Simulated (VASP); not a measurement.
# Dielectric function of SiC (Moissanite 3C)

Aim: the dielectric function of SiC (Moissanite 3C) for independent particles, and its static limit with local fields. The cell is of the zinc-blende type, one of the forms listed for this formula. The start is a cell from a database of measured crystal structures.

Program: VASP 6.6.1. Level of theory: PBE; plane waves and PAW (Si, C). Results are calculated unless marked as measured.

**Measured values to reproduce.**

“Infrared properties of SiC particles” (1999, arxiv:astro-ph/9903031) quotes from earlier work for SiC, 3C (beta, cubic zinc blende) (literature average; scatter up to 0.2): ε∞ (high-frequency dielectric constant) 6.49 [average of published experimental values; polytype label garbled in the row, 3C inferred …].

Report form: the programs' logs are mostly left out.

**1. The starting structure**

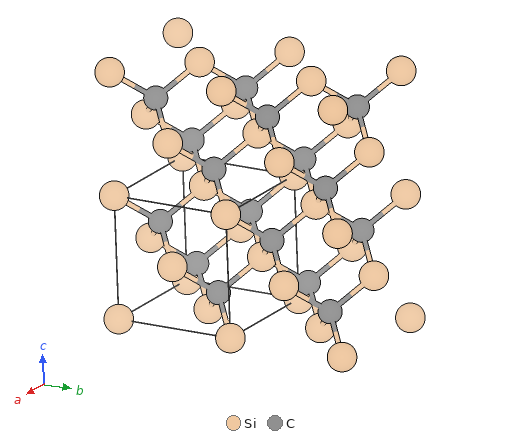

The cell as given, slightly off an axis (silicon light orange, carbon grey). 1×2×2 cells are drawn. This picture shows the conventional cell, with its axes. Bonds to atoms that aren't drawn are left out. Some periodic images of atoms are drawn too.

Coordinates:

```
Si C
1.0
     0.00000    2.17900    2.17900
     2.17900    0.00000    2.17900
     2.17900    2.17900    0.00000
Si C
1 1
Direct
  0.00000 0.00000 0.00000
  0.75000 0.75000 0.75000
```

**2. Ground state**

The ground state comes first.

The input, INCAR:

```
SYSTEM = SiC
PREC = Accurate
ENCUT = 520
EDIFF = 1E-07
NELM = 100
ISMEAR = 0
SIGMA = 0.05
LREAL = .FALSE.
ALGO = Normal
GGA = PE
NBANDS = 10
LORBIT = 11
LWAVE = .FALSE.
LCHARG = .FALSE.
KPAR = 4
```

The input, POSCAR:

```
SiC
1.0
    0.0000000000      2.1790000000      2.1790000000
    2.1790000000      0.0000000000      2.1790000000
    2.1790000000      2.1790000000      0.0000000000
Si C
1 1
Direct
    0.0000000000      0.0000000000      0.0000000000
    0.7500000000      0.7500000000      0.7500000000
```

The input, KPOINTS:

```
Automatic mesh
0
Gamma
9 9 9
0 0 0
```

PAW data sets: Si and C (PBE family, release 64).

Command:

```bash
> mpirun -np 4 vasp_std
```

It took 2.8 s on 4 MPI ranks of Intel Xeon Platinum 8259CL at 2.50GHz (Skylake/Cascade Lake), shared host; peak memory 0.49 GiB; 7.7 s of CPU time.

The gap is read on the k-mesh alone, so it is an upper bound where the band edges lie off the mesh.

Numbers from this step:

- free energy (TOTEN): -15.06 eV
- Fermi energy: 8.320 eV
- pressure: 3.213 GPa
- gap on the k-mesh: 1.502 eV
- least direct gap on the k-mesh: 4.621 eV

The cell has a gap of 1.50 eV on this mesh and a pressure of +3.2 GPa, which holds the misfit of the given cell and coordinates with this functional, and any error of cutoff, mesh and data sets.

**3. Spectrum**

LOPTICS sums the direct transitions; the mesh is finer and NBANDS larger than for the ground state.

INCAR, as its differences from that of step 2:

```diff
@@ -10,4 +10,3 @@
 GGA = PE
-NBANDS = 10
-LORBIT = 11
+NBANDS = 16
 LWAVE = .FALSE.
@@ -15 +14,4 @@
 KPAR = 4
+LOPTICS = .TRUE.
+NEDOS = 2000
+CSHIFT = 0.2
```

POSCAR is that of step 2.

The input, KPOINTS:

```
Automatic mesh
0
Gamma
14 14 14
0 0 0
```

Command:

```bash
> mpirun -np 4 vasp_std
```

It took 6.6 s on 4 MPI ranks; peak memory 0.66 GiB; 24 s of CPU time.

These are independent-particle spectra without excitons or local fields, and fine structure depends on the mesh and on CSHIFT.

Numbers from this step:

* pressure: 3.211 GPa
* gap on the k-mesh: 1.357 eV
* least direct gap on the k-mesh: 4.542 eV

The imaginary dielectric function, xx has structure finer than the step of the table below, so its rows give means over 1 eV, whole bins alone (the curve runs from 0 to 25.0 eV). Peaks (eV: height): 6.8: 21.5, 8.3: 15.1.

Absorption under the direct gap is the tail of the CSHIFT broadening, and fine structure depends on the mesh. The imaginary dielectric function, xx by photon energy; means over each step:

| photon energy (eV) | imaginary dielectric function, xx |
| --- | --- |
| 1 | 0.0498 |
| 2 | 0.116 |
| 3 | 0.238 |
| 4 | 0.677 |
| 5 | 3.67 |
| 6 | 10.7 |
| 7 | 16.8 |
| 8 | 12.6 |
| 9 | 9.37 |
| 10 | 6.23 |
| 11 | 3.73 |
| 12 | 2.72 |
| 13 | 2.09 |
| 14 | 1.46 |
| 15 | 1.23 |
| 16 | 0.858 |
| 17 | 0.622 |
| 18 | 0.477 |
| 19 | 0.385 |
| 20 | 0.285 |
| 21 | 0.229 |
| 22 | 0.243 |
| 23 | 0.218 |
| 24 | 0.224 |

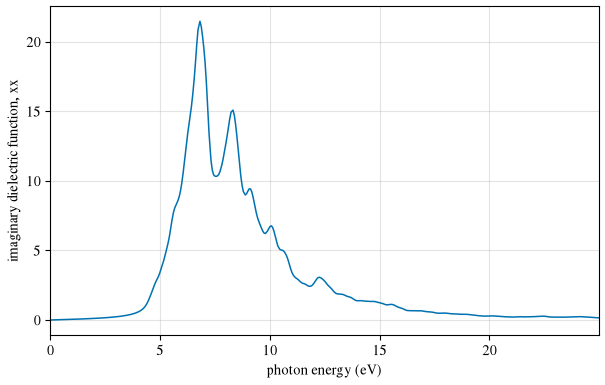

Imaginary dielectric function, xx, plotted against photon energy.

Table of real dielectric function, xx by photon energy:

| photon energy (eV) | real dielectric function, xx |
| --- | --- |
| 0 | 7.17 |
| 2 | 7.69 |
| 4 | 10.3 |
| 6 | 14.7 |
| 8 | 2.56 |
| 10 | -3.50 |
| 12 | -2.14 |
| 14 | -1.88 |
| 16 | -1.40 |
| 18 | -0.716 |
| 20 | -0.315 |
| 22 | 0.00301 |
| 24 | 0.151 |

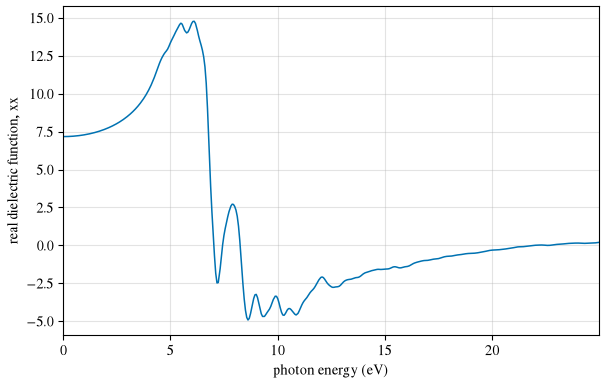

Real dielectric function, xx, plotted against photon energy.

**4. Static response with local fields**

Perturbation theory (LEPSILON) gives the dielectric tensor with local fields, and the Born charges.

The input, INCAR:

```
SYSTEM = SiC
PREC = Accurate
ENCUT = 520
EDIFF = 1E-08
NELM = 100
ISMEAR = 0
SIGMA = 0.01
LREAL = .FALSE.
ALGO = Normal
GGA = PE
NBANDS = 10
LWAVE = .FALSE.
LCHARG = .FALSE.
KPAR = 4
LEPSILON = .TRUE.
```

POSCAR is that of step 3.

KPOINTS is that of step 3.

Command:

```bash
> mpirun -np 4 vasp_std
```

It took 61 s on 4 MPI ranks; peak memory 1.3 GiB; 4 min of CPU time.

Energies printed during the response cycles are not total energies of the cell.

This step gave:

| Property | Result |
| --- | --- |
| Fermi energy | 8.152 eV |
| pressure | 3.210 GPa |

Electronic dielectric tensor with local fields:

```
6.96 0.00 0.00
0.00 6.96 0.00
0.00 0.00 6.96
```

Born effective charge (e), principal values of the symmetric part by kind of site:

| atom | atoms with these values | low | middle | high | mean |
| --- | --- | --- | --- | --- | --- |
| Si1 | 1 | 2.70 | 2.70 | 2.70 | 2.70 |
| C2 | 1 | -2.70 | -2.70 | -2.70 | -2.70 |

In full for Si1:

```
2.70 0.00 0.00
0.00 2.70 0.00
0.00 0.00 2.70
```

Piezoelectric tensor with clamped ions (C/m²), by row:

| field | xx | yy | zz | xy | yz | zx |
| --- | --- | --- | --- | --- | --- | --- |
| x | 0 | 0 | 0 | 0 | 0.9958 | 0 |
| y | 0 | 0 | 0 | 0 | 0 | 0.9958 |
| z | 0 | 0 | 0 | 0.9958 | 0 | 0 |

The mean electronic (clamped-ion) dielectric constant is 6.96.

**5. What came out**

| Quantity | Value |
| --- | --- |
| PBE, independent particles | eps xx at zero frequency 7.17, centre of weight of eps2 xx, over the range kept, at 8.76 eV, mesh 14×14×14 |
| PBE, with local fields | eps 6.96, 6.96, 6.96 |

In words: Local fields, and the bands above those summed, take the mean static value from 7.17 to 6.96. Excitons and quasiparticle shifts are absent, so the onset tends to lie too low and its shape can differ. The given cell is kept, although it stands at +3.2 GPa at PBE and ENCUT = 520 eV, which holds the mismatch of the given cell with this functional and any basis-set error.

Calculation against experiment:

| quantity | measured | PBE |
| --- | --- | --- |
| ε∞ (mean of the tensor) | 6.49 | 6.96 (+7.2 %) |

Measured values from arxiv:astro-ph/9903031 (1999).

**Verdict.** The ε∞ is off by +7.2 %: fair agreement. The grades are ours: good and fair within 7 and 18 % for the ε∞. No cell relaxation is part of this session.

[Lines on the potential files, build, host, timing and source positions are cut from VASP's logs without a mark.]

[Logs are printed without paths, hosts, clocks, repeated set-up lines and the standing remarks that a program may print on its own settings, such as how far it seeks lower states.]

[Hosts, paths, dates, database ids (printed as entryN), source tags and the programs' standing remarks are cut or masked in the printed files.]
